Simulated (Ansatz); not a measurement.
**HfO₂: geometry relaxation (part 2 of 3)**

The same run, continued: HfO₂ (P1, 24 atoms in the cell); DFT PBE, scalar-relativistic, plane waves, PAW, no spin polarisation (Ansatz 0.2.0); cutoff 420 eV, 2×2×2 k-mesh, Gaussian smearing of 0.02 eV. The structure derives from a Materials Project entry. It belongs to a series of runs on one base structure; here: the perfect supercell shaken and relaxed.

Geometry of the input (Å; fractional positions):
```
4.2678  0.0000  5.2716
-5.1609  5.2121  0.0053
-5.1609  -5.2121  0.0053
Hf 0.7067  0.9387  0.4908
Hf 0.7055  0.4395  0.9896
Hf 0.7951  0.0086  0.0598
Hf 0.8020  0.5137  0.5572
Hf 0.2847  0.5629  0.0095
Hf 0.2791  0.0552  0.5022
Hf 0.1993  0.4823  0.4421
Hf 0.2077  0.9854  0.9388
O  0.9917  0.1265  0.4036
O  0.9728  0.6357  0.8961
O  0.5376  0.6159  0.3687
O  0.5191  0.1171  0.8576
O  0.0282  0.3666  0.1019
O  0.0255  0.8699  0.6029
O  0.4731  0.8872  0.1347
O  0.4887  0.3919  0.6400
O  0.3416  0.7989  0.4686
O  0.3526  0.3045  0.9711
O  0.1627  0.5345  0.7031
O  0.1606  0.0284  0.1982
O  0.6631  0.7057  0.0235
O  0.6501  0.1956  0.5137
O  0.8505  0.9760  0.7966
O  0.8335  0.4770  0.2981
```

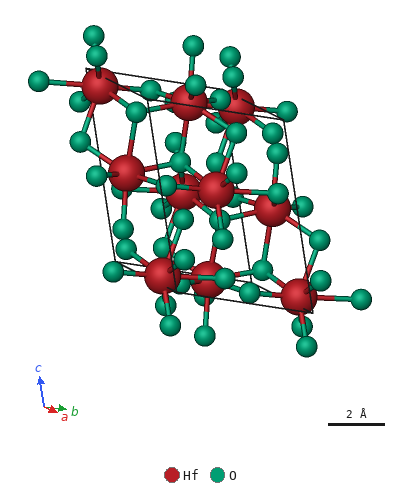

*The geometry at step 2 of the log (ball-and-stick view of the cell of the calculation, seen slightly off an axis; bonded neighbours outside the cell are drawn too).*

Output, continued:
```
  k-point 0: bands = ["-46.7627", "-46.7617", "-46.7616", "-46.7571", "-46.7548", "-46.7504", "-46.7503", "-46.7493", "-15.7306", "-15.7201", "-15.7201", "-15.6899", "-15.6515", "-15.6500", "-15.6500", "-15.6498", "-15.6028", "-15.5972", "-15.5915", "-15.5914", "-15.4835", "-15.4636", "-15.4566", "-15.4566", "-15.4235", "-15.4235", "-15.3990", "-15.3944", "-15.3754", "-15.3538", "-15.3537", "-15.3515", "-3.5242", "-3.4284", "-3.4281", "-3.3272", "-2.8851", "-2.8157", "-2.8153", "-2.7969",
      "-2.6217", "-2.5972", "-2.5969", "-2.4549", "-2.4063", "-2.3735", "-2.3530", "-2.3527", "3.3414", "3.3420", "3.3456", "3.3456", "3.3492", "3.3496", "3.3497", "3.3502", "3.3534", "3.3556", "3.3557", "3.3557", "3.3613", "3.3644", "3.3645", "3.3652", "3.3658", "3.3665", "3.3666", "3.3718", "3.3730", "3.3742", "3.3743", "3.3744", "3.3750", "3.3754", "3.3765", "3.3765", "3.3784", "3.3809", "3.3809", "3.3835",
      "3.3835", "3.3836", "3.3839", "3.3860", "3.3872", "3.3922", "3.3923", "3.3937", "3.3962", "3.3976", "3.3977", "3.4000", "3.4067", "3.4067", "3.4130", "3.4160", "3.4225", "3.4228", "3.4229", "3.4297", "3.4371", "3.4459", "3.4472", "3.4472", "8.8468", "8.8470", "8.9671", "9.0697", "9.3984", "9.4702", "9.5676", "9.5678", "9.6512", "9.7293", "9.7295", "9.7877", "9.8151", "10.0275", "10.0277", "10.4661",
      "10.4981", "10.5406", "10.5408", "10.6793", "10.8770", "10.9575", "10.9575", "11.0037", "11.4000", "11.4864", "11.6531", "11.6534", "11.7999", "11.8400", "11.8404", "11.9259", "11.9327", "12.3648", "12.3650", "12.3707", "12.4679", "12.6179", "12.6183", "12.7217", "12.7956", "12.8661", "12.8664", "12.9293", "13.0382", "13.0386", "13.1461", "13.2816", "18.1136", "18.2898", "18.4541", "18.4542", "18.9214", "18.9472", "19.0073", "19.0075",
      "19.5132", "19.5767", "19.6999", "19.7001", "19.8208", "19.8209", "19.9732", "20.1753", "20.1757", "20.1825", "20.2396", "20.6555", "21.1801", "21.3235", "21.3239", "21.3766", "21.3902", "21.4656", "21.4657", "22.0269", "22.0273", "22.0313", "22.2015"]
  k-point 1: bands = ["-46.7661", "-46.7615", "-46.7576", "-46.7568", "-46.7548", "-46.7513", "-46.7501", "-46.7497", "-15.7702", "-15.7520", "-15.7284", "-15.7095", "-15.7009", "-15.7002", "-15.6612", "-15.6394", "-15.5751", "-15.5741", "-15.5180", "-15.5124", "-15.4905", "-15.4709", "-15.4572", "-15.4403", "-15.4164", "-15.4133", "-15.4032", "-15.3892", "-15.3843", "-15.3726", "-15.3498", "-15.3411", "-3.8747", "-3.5767", "-3.1241", "-3.0066", "-3.0006", "-2.9705", "-2.9689", "-2.8427",
      "-2.6087", "-2.5795", "-2.4437", "-2.4178", "-2.3855", "-2.3523", "-2.2980", "-2.2978", "3.3401", "3.3402", "3.3437", "3.3471", "3.3497", "3.3499", "3.3513", "3.3532", "3.3553", "3.3555", "3.3560", "3.3581", "3.3583", "3.3612", "3.3642", "3.3654", "3.3658", "3.3673", "3.3690", "3.3716", "3.3718", "3.3731", "3.3741", "3.3748", "3.3750", "3.3767", "3.3774", "3.3784", "3.3792", "3.3796", "3.3812", "3.3816",
      "3.3832", "3.3839", "3.3868", "3.3872", "3.3899", "3.3905", "3.3913", "3.3932", "3.3941", "3.3950", "3.3998", "3.4014", "3.4040", "3.4052", "3.4057", "3.4155", "3.4162", "3.4184", "3.4249", "3.4345", "3.4394", "3.4419", "3.4589", "3.4598", "8.8646", "8.9012", "8.9450", "8.9782", "9.0248", "9.3013", "9.4102", "9.5029", "9.5844", "9.6649", "9.7885", "9.8714", "9.9748", "10.1366", "10.2105", "10.2586",
      "10.3352", "10.3857", "10.6323", "10.9450", "11.0558", "11.1107", "11.2056", "11.2503", "11.4037", "11.5208", "11.7030", "11.7203", "11.7873", "11.7898", "11.9699", "12.0330", "12.1189", "12.1838", "12.2566", "12.2591", "12.3292", "12.3603", "12.5208", "12.6114", "12.6523", "12.8521", "12.8974", "12.9126", "13.0306", "13.2393", "13.3649", "13.3730", "17.9676", "18.4488", "18.4647", "18.6049", "18.6528", "18.8860", "19.0079", "19.1409",
      "19.2955", "19.4188", "19.5212", "19.6400", "19.8048", "19.9007", "19.9765", "20.0565", "20.2744", "20.2757", "20.5326", "20.5798", "20.7801", "20.8202", "21.0694", "21.2889", "21.3526", "21.4967", "21.6274", "21.8608", "21.8797", "22.1441", "22.1979"]
  k-point 2: bands = ["-46.7661", "-46.7615", "-46.7575", "-46.7569", "-46.7549", "-46.7512", "-46.7501", "-46.7498", "-15.7702", "-15.7520", "-15.7285", "-15.7095", "-15.7009", "-15.7002", "-15.6613", "-15.6394", "-15.5751", "-15.5742", "-15.5180", "-15.5124", "-15.4904", "-15.4708", "-15.4573", "-15.4404", "-15.4165", "-15.4133", "-15.4032", "-15.3892", "-15.3843", "-15.3726", "-15.3498", "-15.3410", "-3.8746", "-3.5767", "-3.1242", "-3.0066", "-3.0004", "-2.9705", "-2.9689", "-2.8426",
      "-2.6087", "-2.5796", "-2.4438", "-2.4179", "-2.3854", "-2.3522", "-2.2980", "-2.2977", "3.3401", "3.3403", "3.3437", "3.3471", "3.3497", "3.3498", "3.3513", "3.3532", "3.3553", "3.3555", "3.3560", "3.3582", "3.3583", "3.3611", "3.3642", "3.3655", "3.3658", "3.3672", "3.3690", "3.3717", "3.3718", "3.3731", "3.3741", "3.3748", "3.3750", "3.3767", "3.3774", "3.3783", "3.3791", "3.3796", "3.3811", "3.3816",
      "3.3831", "3.3839", "3.3867", "3.3872", "3.3899", "3.3905", "3.3913", "3.3932", "3.3941", "3.3951", "3.3998", "3.4014", "3.4040", "3.4052", "3.4057", "3.4155", "3.4162", "3.4185", "3.4249", "3.4345", "3.4393", "3.4419", "3.4588", "3.4598", "8.8645", "8.9013", "8.9450", "8.9781", "9.0248", "9.3012", "9.4103", "9.5029", "9.5844", "9.6651", "9.7884", "9.8713", "9.9747", "10.1365", "10.2106", "10.2587",
      "10.3353", "10.3859", "10.6323", "10.9451", "11.0558", "11.1108", "11.2056", "11.2503", "11.4037", "11.5208", "11.7031", "11.7202", "11.7872", "11.7897", "11.9699", "12.0331", "12.1188", "12.1838", "12.2567", "12.2592", "12.3293", "12.3602", "12.5209", "12.6114", "12.6523", "12.8520", "12.8974", "12.9126", "13.0308", "13.2392", "13.3649", "13.3730", "17.9676", "18.4488", "18.4648", "18.6048", "18.6527", "18.8860", "19.0079", "19.1408",
      "19.2957", "19.4188", "19.5213", "19.6398", "19.8049", "19.9007", "19.9763", "20.0566", "20.2744", "20.2756", "20.5326", "20.5801", "20.7797", "20.8203", "21.0696", "21.2888", "21.3527", "21.4967", "21.6274", "21.8611", "21.8796", "22.1442", "22.1979"]
  k-point 3: bands = ["-46.7679", "-46.7592", "-46.7590", "-46.7540", "-46.7533", "-46.7529", "-46.7528", "-46.7488", "-15.7792", "-15.7596", "-15.7595", "-15.7550", "-15.7195", "-15.7094", "-15.7093", "-15.6093", "-15.5213", "-15.5179", "-15.5178", "-15.4971", "-15.4858", "-15.4702", "-15.4394", "-15.4393", "-15.4164", "-15.4058", "-15.4054", "-15.4053", "-15.3687", "-15.3608", "-15.3607", "-15.3478", "-4.0708", "-3.3678", "-3.3676", "-3.0887", "-3.0883", "-2.9210", "-2.9000", "-2.8561",
      "-2.5558", "-2.4510", "-2.4506", "-2.3901", "-2.3423", "-2.2917", "-2.2916", "-2.2844", "3.3362", "3.3432", "3.3432", "3.3471", "3.3503", "3.3509", "3.3517", "3.3517", "3.3525", "3.3562", "3.3563", "3.3599", "3.3600", "3.3604", "3.3624", "3.3671", "3.3686", "3.3696", "3.3706", "3.3709", "3.3709", "3.3727", "3.3748", "3.3756", "3.3757", "3.3769", "3.3770", "3.3778", "3.3781", "3.3822", "3.3822", "3.3825",
      "3.3826", "3.3847", "3.3848", "3.3856", "3.3884", "3.3897", "3.3897", "3.3923", "3.3947", "3.3948", "3.3971", "3.3986", "3.4050", "3.4051", "3.4059", "3.4071", "3.4168", "3.4291", "3.4291", "3.4343", "3.4419", "3.4420", "3.4423", "3.4818", "8.3968", "8.5941", "8.8962", "9.2446", "9.2846", "9.3149", "9.3152", "9.5549", "9.5550", "9.7650", "9.8206", "9.8209", "10.1572", "10.1574", "10.2731", "10.3205",
      "10.6278", "10.6278", "10.6924", "10.6944", "10.9083", "10.9084", "11.1801", "11.3182", "11.3194", "11.3449", "11.3451", "11.6592", "11.6593", "11.7775", "12.0851", "12.0852", "12.0910", "12.1688", "12.3609", "12.3645", "12.4880", "12.5008", "12.5011", "12.7122", "12.7124", "12.7658", "13.0042", "13.0695", "13.0698", "13.1577", "13.1683", "13.6534", "18.0732", "18.2878", "18.2879", "18.4883", "18.7378", "18.9507", "19.0443", "19.0447",
      "19.2652", "19.2654", "19.4323", "19.6899", "19.7683", "19.9540", "19.9542", "19.9928", "20.3693", "20.4024", "20.4026", "20.5068", "20.6641", "20.7738", "20.7742", "21.0054", "21.1791", "21.5754", "21.7308", "21.7312", "21.9181", "22.3542", "22.5029"]
--- Relaxed structure (4 steps of the walk, 4 accepted, 0 SCFs on fresh bases) ---
  F+E_penalty+E_count = -134893.43846732 eV   max|allowed force component| = 6.739e-3 eV/Å
  atoms:
    - { symbol: Hf, position: [0.7097785689842244, 0.9455935353157181, 0.4865503359484904] }
    - { symbol: Hf, position: [0.7097793740385635, 0.4455990080926609, 0.9865312668395706] }
    - { symbol: Hf, position: [0.7928335263107102, 0.012874478410199008, 0.0538180699801421] }
    - { symbol: Hf, position: [0.7928396339892636, 0.5128646169385283, 0.5538053396091246] }
    - { symbol: Hf, position: [0.29285817649467705, 0.5558576974624561, 0.010847087837513827] }
    - { symbol: Hf, position: [0.2927979486798181, 0.055855282029501435, 0.5108276249800738] }
    - { symbol: Hf, position: [0.20979466974292205, 0.48861270955685626, 0.44355493085993775] }
    - { symbol: Hf, position: [0.2097539005920157, 0.9885717129356935, 0.9435564353851749] }
    - { symbol: O, position: [0.9778417603023684, 0.1357168260916452, 0.3908496195866104] }
    - { symbol: O, position: [0.9778221646859863, 0.6357313730676564, 0.8908364334036663] }
    - { symbol: O, position: [0.524766220364064, 0.6085191005943871, 0.3636970670931844] }
    - { symbol: O, position: [0.5247432279832905, 0.10853051690700441, 0.8637054570792835] }
    - { symbol: O, position: [0.02475172976672142, 0.36577520429040433, 0.10647254777604906] }
    - { symbol: O, position: [0.024740150201637043, 0.8657584139326762, 0.6064943044614823] }
    - { symbol: O, position: [0.47785338159624324, 0.8929046709607666, 0.13367802283418218] }
    - { symbol: O, position: [0.47781561952983115, 0.392901553908684, 0.6336475342340334] }
    - { symbol: O, position: [0.3496791001683654, 0.8057066557935887, 0.47501885035986546] }
    - { symbol: O, position: [0.34968021070200317, 0.3057067600840712, 0.9750392559140786] }
    - { symbol: O, position: [0.15299116038462698, 0.5244224453635498, 0.6937427186251356] }
    - { symbol: O, position: [0.15294589592513685, 0.024415618815093923, 0.19371504440578777] }
    - { symbol: O, position: [0.652968970672415, 0.6957783603680205, 0.022332029204805953] }
    - { symbol: O, position: [0.6529667928011073, 0.1957684979973161, 0.5223510033187151] }
    - { symbol: O, position: [0.8496439290271294, 0.9770794774593878, 0.8036480917079651] }
    - { symbol: O, position: [0.8496941608568825, 0.47710189162413574, 0.30365617245512855] }
```

Trajectory as extended XYZ (Å, eV, eV/Å), 4 frames, from step=1 to step=4:
```
24
Lattice="4.2678 0.0000 5.2716 -5.1609 5.2121 0.0053 -5.1609 -5.2121 0.0053" Properties=species:S:1:pos:R:3:forces:R:3 step=1 energy=-134892.41264
Hf   -4.3611    2.3347    3.7333   -0.2130   0.7567  -0.3529
Hf   -4.3643   -2.8672    3.7267    0.2371   1.2674  -0.2995
Hf    3.0400   -0.2667    4.1916    0.3815   1.0982  -0.0629
Hf   -2.1045   -0.2266    4.2333   -0.8122  -0.3118  -1.5917
Hf   -1.7391    2.8842    1.5039    0.5910  -1.4271   1.1408
Hf   -1.6857   -2.3296    1.4742    0.3187  -1.1131   2.4595
Hf   -3.9199    0.2094    1.0555    0.0968   0.4359   1.4618
Hf   -9.0439    0.2426    1.1053   -0.5324   0.4809   0.3139
O     1.4964   -1.4442    5.2304   -0.8335   1.8474  -1.3882
O    -3.7538   -1.3576    5.1363    0.3228   0.4908   0.6266
O    -2.7872    1.2883    2.8391    0.2916  -0.4831  -0.8725
O    -2.8153   -3.8596    2.7418    0.9203  -1.7124   0.4758
O    -2.2977    1.3799    0.1511   -0.6562  -0.9212  -0.3012
O    -7.4923    1.3913    0.1424    0.2402  -1.1346  -0.0147
O    -3.2550    3.9218    2.4993   -0.1372   0.8602   0.3457
O    -3.2399   -1.2932    2.5816   -0.2814   1.0793  -0.9753
O    -5.0837    1.7214    1.8073   -0.0006  -0.3099  -0.2269
O    -5.0784   -3.4743    1.8654   -1.0214   0.2161  -0.6676
O    -5.6928   -0.8787    0.8641    0.8810   0.6895  -0.4563
O    -0.4840   -0.8846    0.8479    0.6514   1.0144  -0.8391
O    -0.9338    3.5556    3.4993    0.2851  -0.5850  -0.6586
O    -0.8857   -1.6577    3.4310    0.1731  -0.1986   0.2454
O    -5.5179    0.9351    4.4932   -1.3383  -1.1461   0.2064
O    -0.4428    0.9325    4.3981    0.4352  -0.8935   1.4315
24
Lattice="4.2678 0.0000 5.2716 -5.1609 5.2121 0.0053 -5.1609 -5.2121 0.0053" Properties=species:S:1:pos:R:3:forces:R:3 step=2 energy=-134893.04059
Hf   -4.3452    2.3416    3.7477   -0.1206   1.2170   0.1095
Hf   -4.3228   -2.8460    3.7131   -0.6943   0.0370   1.0468
Hf    3.0948   -0.2556    4.1694   -0.9635   0.3785   0.3459
Hf   -2.0957   -0.2280    4.1331    0.3409   0.0508   1.1832
Hf   -1.7326    2.8449    1.5107    0.3417   0.2504   0.0361
Hf   -1.7290   -2.3315    1.5203    0.8451  -0.4691   0.2413
Hf   -3.9571    0.2465    1.1613   -0.1234  -0.0342  -1.4222
Hf   -9.0884    0.2745    1.1300    0.2270  -0.7320   0.0845
O     1.4675   -1.3041    5.1910   -0.1368  -0.8394  -0.5100
O    -3.7130   -1.3100    5.1746   -0.0913  -0.4442  -0.6015
O    -2.7839    1.2787    2.7678    0.0749   0.0351   0.1598
O    -2.7596   -3.9841    2.7913   -0.2240   0.9214  -0.3382
O    -2.3570    1.3033    0.1571    0.2532   0.7572  -0.0134
O    -7.4649    1.3178    0.1617   -0.1990   0.5393  -0.1946
O    -3.2320    3.9843    2.5191   -0.3208  -0.4171   0.0397
O    -3.2923   -1.2195    2.5155    0.4238  -0.6956   0.3816
O    -5.1423    1.7248    1.8532   -0.0840   0.1867   0.1549
O    -5.1382   -3.4598    1.8588    0.3534  -0.2575  -0.1411
O    -5.6704   -0.8947    0.7880    0.3572   0.1182   0.0812
O    -0.4976   -0.8687    0.8201    0.4885   0.0767   0.1026
O    -0.8998    3.5381    3.4383    0.4477  -0.6545  -0.1971
O    -0.8737   -1.6963    3.4483   -0.5842   0.0021  -0.3824
O    -5.5493    0.9225    4.4990   -0.1420  -0.2032   0.1219
O    -0.3598    0.8780    4.4828   -0.4696   0.1755  -0.2883
24
Lattice="4.2678 0.0000 5.2716 -5.1609 5.2121 0.0053 -5.1609 -5.2121 0.0053" Properties=species:S:1:pos:R:3:forces:R:3 step=3 energy=-134893.43566
Hf   -4.3624    2.3906    3.7531   -0.0416   0.0019  -0.0321
Hf   -4.3618   -2.8242    3.7527   -0.0154   0.0348  -0.0416
Hf    3.0418   -0.2201    4.1762    0.0309   0.0602   0.0401
Hf   -2.1213   -0.2177    4.1815    0.0110   0.0680   0.0480
Hf   -1.6739    2.8432    1.5421    0.0453  -0.0238   0.0463
Hf   -1.6798   -2.3663    1.5445    0.0705  -0.0449   0.0032
Hf   -3.9181    0.2421    1.1149   -0.0253  -0.0407  -0.0257
Hf   -9.0749    0.2368    1.1201   -0.0463  -0.0255  -0.0512
O     1.4582   -1.3289    5.1506   -0.0142   0.0031   0.0328
O    -3.7010   -1.3313    5.1579   -0.0091   0.0067   0.0073
O    -2.7787    1.2776    2.7778   -0.0110   0.0042  -0.0146
O    -2.7798   -3.9369    2.7775    0.0074   0.0153  -0.0068
O    -2.3339    1.3496    0.1401    0.0125  -0.0008  -0.0289
O    -7.4951    1.3504    0.1452    0.0056   0.0080  -0.0210
O    -3.2564    3.9572    2.5197    0.0083  -0.0269   0.0117
O    -3.2614   -1.2558    2.5165    0.0194   0.0134   0.0361
O    -5.1239    1.7205    1.8588    0.0146  -0.0074  -0.0104
O    -5.1201   -3.4953    1.8535   -0.0119   0.0149   0.0170
O    -5.6285   -0.8867    0.8067   -0.0219  -0.0070  -0.0042
O    -0.4661   -0.8916    0.8001   -0.0225   0.0059   0.0065
O    -0.9110    3.5164    3.4380   -0.0320  -0.0108  -0.0102
O    -0.9175   -1.6938    3.4400    0.0211  -0.0304  -0.0018
O    -5.5673    0.9076    4.4935    0.0117   0.0112   0.0022
O    -0.4094    0.9135    4.4909   -0.0066  -0.0296  -0.0026
```
